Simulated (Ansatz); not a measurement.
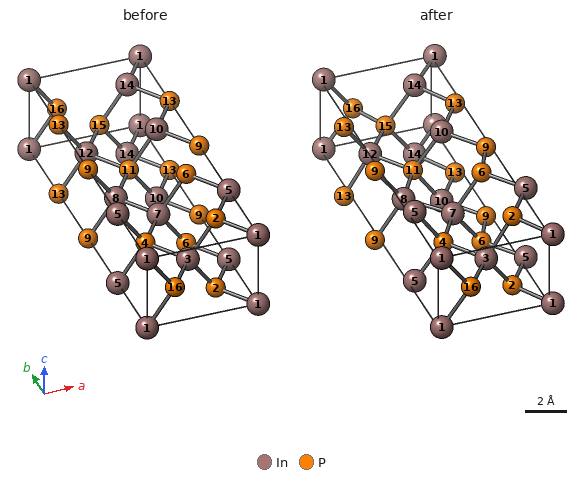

The structure of an interface cell of composition InP before (left) and after (right) a relaxation, at one scale.

A ball-and-stick model of the cell of the calculation, reduced to other axes, seen from a free direction. Lengths and directions refer to the drawn axes.

Case: antiphase boundary on (1 1 0), species swapped.

These are results of DFT PBEsol, scalar-relativistic, plane waves, PAW (Ansatz 0.2.0), not measurements. Settings: plane-wave cutoff 420 eV; k-point mesh 8 × 6 × 2; occupations gaussian; smearing width 0.05 eV; no spin polarisation; cell relaxed at fixed a, b, alpha, beta, gamma; force threshold 0.02 eV/Å; at most 45 steps.

What changed between the two?

The largest moves relative to the cell, 0.36 Å, are those of In3, In5, In10 and In12. In12 goes roughly along −a. By element the largest moves are In 0.36 Å, P 0.35 Å. Cell: a unchanged at 5.878 Å, b 16.626 → 16.616 Å (−0.1 %), c unchanged at 4.157 Å. Volume −0.1 %. Near-neighbour distances that change, for instance: P15–P16 2.545 → 2.210 Å, In1–In14 2.545 → 2.752 Å, In12–P15 2.545 → 2.581 Å. Among the angles between lasting bonds that change: In5–P4–In7 109.5° → 103.8°, P4–In5–P6 109.5° → 113.8°, In3–P4–In5 109.5° → 112.8°. Over 5 accepted moves (6 points after the start) the energy falls by 1.368 eV per cell of the calculation. Largest force component: 1.3 eV/Å at the start, 0.007 eV/Å at the end. The pressure goes from 1.03 to 0.15 GPa. The SCF was repeated once at an unchanged geometry on a basis and grid sized afresh for the cell, which shifted the energy by less than 0.05 meV per cell of the calculation at most.
